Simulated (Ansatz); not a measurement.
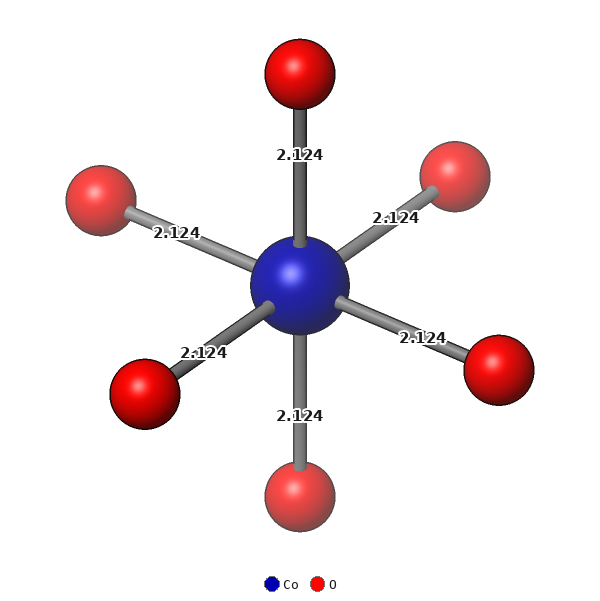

The surroundings of site Co1 (at 0.000, 0.000, 0.000) in CoO (Fm-3m, No. 225), with bond lengths in Å.

Origin of the cell: the end point of a relaxation with DFT PBE, scalar-relativistic, plane waves, PAW in Ansatz.

```
CELL_PARAMETERS angstrom
4.24831 0.00000 0.00000
0.00000 4.24831 0.00000
0.00000 0.00000 4.24831
ATOMIC_POSITIONS crystal
Co 0.00000 0.00000 0.00000
O 0.50000 0.00000 0.00000
Co 0.00000 0.50000 0.50000
O 0.50000 0.50000 0.50000
Co 0.50000 0.00000 0.50000
O 0.00000 0.00000 0.50000
Co 0.50000 0.50000 0.00000
O 0.00000 0.50000 0.00000
```

Bond valence s = exp((R0 − d)/b), R0 fitted to published crystal structures with b = 0.37 Å, summed over all anions within 5 Å; R0 in Å: Co2+–O 1.696; Co3+–O 1.685.

Which oxidation state of Co do these bonds support?

With the Co2+ parameters the computed sum is 6 × 0.315 = 1.89. With the Co3+ parameters the computed sum is 6 × 0.305 = 1.83. The sum matches its own assumption best for Co2+, which also balances the formula's charge.

And over the whole structure?

```
site              x, y, z  formal valence  bond-valence sum  difference
 Co1  0.000, 0.000, 0.000              +2              1.93       -0.07
  O1  0.500, 0.000, 0.000              −2              1.93       -0.07
```

These sums include all anions within 5 Å. The global instability index (root mean square of the differences over all atoms) is 0.07 v.u.: little strain. Cells relaxed with PBE tend to have slightly long bonds, which lowers the sums.
